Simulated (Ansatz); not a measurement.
## A series of single points on MgS

System: MgS (I4/mmm, 2 atoms in the cell).
Method: DFT PBE, scalar-relativistic, plane waves, PAW, no spin polarisation (Ansatz 0.2.0).

The 5 runs differ only in the geometry, by a strain of the cell at fixed fractional positions. Against run 3, the strain is εxx = η and εyy = η. The structure derives from an entry of the Crystallography Open Database.

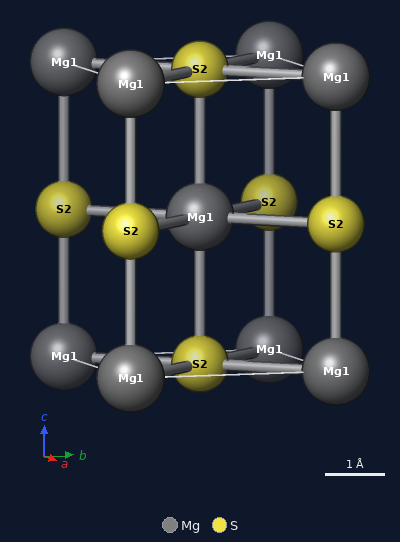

Figure 1. The structure of run 3 (ball-and-stick view of the cell 2 times as large as that of the calculation, set on its symmetry axes, seen slightly off an axis; atoms are numbered from 1 in the order of the input). An atom can appear more than once, as a periodic image.

## Input of run 3
```yaml
crystal:
  lattice:
    - [0.0, 2.60165, 2.5236005]
    - [2.60165, 0.0, 2.5236005]
    - [2.60165, 2.60165, 0.0]
  atoms:
    - { symbol: Mg, position: [0.0, 0.0, 0.0] }
    - { symbol: S, position: [0.5, 0.5, 0.5] }
basis:
  ecutwfc: 420
kpoints:
  mp_grid: { grid: [8, 8, 8] }
hamiltonian:
  xc: pbe
scf:
  occupations: { method: gaussian, width: 0.05 }
output:
  forces: true
  stress: true
  eigenvalues: true
```

Command:
```bash
ansatz run input.yaml --threads 1 --pin off --max-ram 2560MiB --backend cpu --events-out ev --progress --plain --runs-dir out
```

Lattice vectors (Å) and fractional positions of run 3:
```
   0.000000    2.601650    2.523601
   2.601650    0.000000    2.523601
   2.601650    2.601650    0.000000
Mg  0.000000  0.000000  0.000000
S   0.500000  0.500000  0.500000
```

Run 2 differs from it as follows:
```diff
-    - [0.0, 2.60165, 2.5236005]
-    - [2.60165, 0.0, 2.5236005]
-    - [2.60165, 2.60165, 0.0]
+    - [0.0, 2.56262525, 2.5236005]
+    - [2.56262525, 0.0, 2.5236005]
+    - [2.56262525, 2.56262525, 0.0]
```

## Results, with one run withheld

```tsv
run	strain parameter η (%)	free energy per atom, from the lowest run given (meV)	pressure (GPa)	gap on the mesh (eV)
1	−3.0000	41.08	9.80	2.98
2	−1.5000	?	?	?
3	0.0000	3.69	3.88	2.71
4	1.5000	0.00	1.56	2.60
5	3.0000	4.35	−0.41	2.49
```

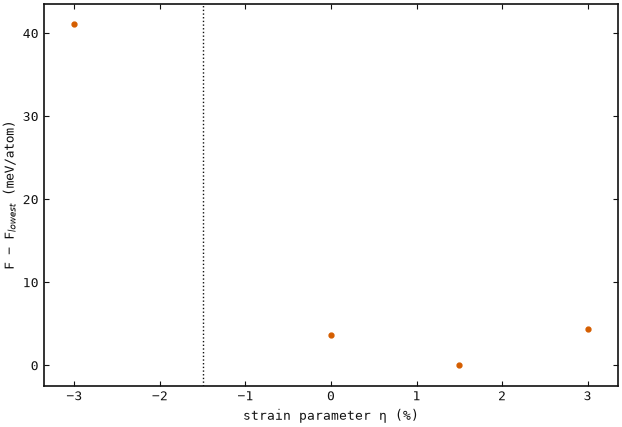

Figure 2. Free energy per atom of the runs given; the dotted line marks run 2.

Fit the runs given and predict run 2.

A quadratic polynomial in the coordinate, fitted to the 4 runs given, misses them by at most 0.43 meV per atom. With x = η − 0.3750, it reads F = 2.0221 − 4.5229 x + 2.0841 x² (meV per atom). At run 2 it gives 17.83 meV per atom, and the run itself gives 16.84. The fit has its minimum at η = 1.4601 %. The fit misses that run by 0.99 meV per atom. The gap on the mesh goes, without turning, from 2.98 eV in run 1 to 2.49 eV in run 5; run 2 has 2.84 eV. These are gaps of this functional on this mesh, which can miss the band edges; they aren't the measured gap.

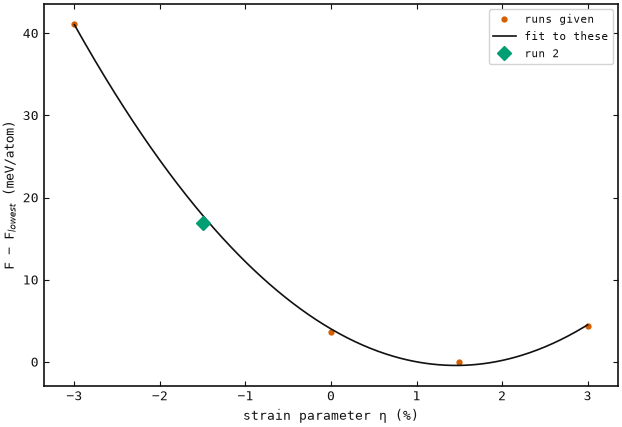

Figure 3. The fit and the withheld run.

## Output, shortened to warnings, some set-up lines, iterations and results (run 2)
```
Basis set: ecut = 420 eV, 637 PW (Γ), exchange–correlation on 50×50×50 points (8 copies of the dense FFT grid, shifted against one another)
Symmetry: 16 space group operations
k-points: 59 of 512
Initial density: superposition of atomic densities (neutral atoms: chi_scale 0, normalization atom), corrected by the library's trained network
[...]
SCF iter   1: F=—  HF=-2828.696503 eV  |F-HF|=—  |Δ(HF+E_count)|=         —  Δρ=5.24e-4  dr2=5.53e-5  ethr=1.77e-3  ⟨swp⟩=6.3  Hψ=4242  notcnv=0
SCF iter   2: F=—  HF=-2828.696186 eV  |F-HF|=—  |Δ(HF+E_count)|=   3.16e-4  Δρ=4.15e-4  dr2=7.25e-5  ethr=3.46e-7  ⟨swp⟩=2.9  Hψ=1786  notcnv=0
SCF iter   3: F=—  HF=-2828.696180 eV  |F-HF|=—  |Δ(HF+E_count)|=   6.22e-6  Δρ=1.89e-4  dr2=8.27e-6  ethr=3.46e-7  ⟨swp⟩=2.0  Hψ=902  notcnv=0
SCF iter   4: F=—  HF=-2828.696205 eV  |F-HF|=—  |Δ(HF+E_count)|=   2.47e-5  Δρ=8.88e-5  dr2=3.36e-6  ethr=5.17e-8  ⟨swp⟩=2.0  Hψ=944  notcnv=0
SCF iter   5: F=—  HF=-2828.696204 eV  |F-HF|=—  |Δ(HF+E_count)|=   8.26e-7  Δρ=4.37e-5  dr2=9.16e-7  ethr=2.10e-8  ⟨swp⟩=1.5  Hψ=810  notcnv=0
SCF iter   6: F=-2828.696204 eV  HF=-2828.696204 eV  |F-HF|=4.75e-8  |Δ(HF+E_count)|=   3.19e-7  Δρ=1.18e-5  dr2=6.20e-8  ethr=6.25e-10  ⟨swp⟩=3.4  Hψ=2553  notcnv=0
SCF 1 converged in 6 iterations: F = -2828.696204 eV  dr2 = 6.20e-8
SCF converged after 6 iterations
Free energy (F): -2828.696204 eV
Harris-Foulkes:  -2828.696204 eV  (|F-HF|=4.75e-8)
Internal energy: -2828.696204 eV  (E = F + TS)
E sigma→0 (E₀):  -2828.696204 eV
Fermi energy:    8.555694 eV
--- Per-component energies (eV) ---
  E_band       = -320.661941
  E_kinetic    = 186.926753
  E_local      = -1635.624601  (includes V_loc(G=0)·N_el)
  E_nonlocal   = 123.507939
  E_hartree    = 582.838436
  E_xc         = -128.467776
  E_vxc        = -128.003523  (∫ρ·V_xc dr)
  E_paw        = -892.885192  (= ΣΔE_a)
  E_vpaw       = -33.143770  (= ΣTr[D̂ρ^β])
  E_aug_tail   = 0.000000  (compensation charges beyond the density's cutoff)
  E_ewald      = -1064.991763
  E_smearing   = -0.000000  (= −TS)
  E_closure    = -0.000000  (closes the sum)
  Σ components = -2828.696204   (vs F -2828.696204, Δ=0.00e0)
--- Forces (eV/Å), atoms counted from 1 ---
  atom   1  Mg    -0.00000000     0.00000000    -0.00000000
  atom   2  S      0.00000000     0.00000000    -0.00000000
  max |Σ_I F_I| component: 2.96e-30 eV/Å
--- Stress (GPa, compression-positive) ---
        5.843028       0.000000       0.000000
        0.000000       5.843028       0.000000
        0.000000       0.000000       8.117954
  P = ⅓ Tr σ = 6.6013 GPa (66.013 kbar)
```
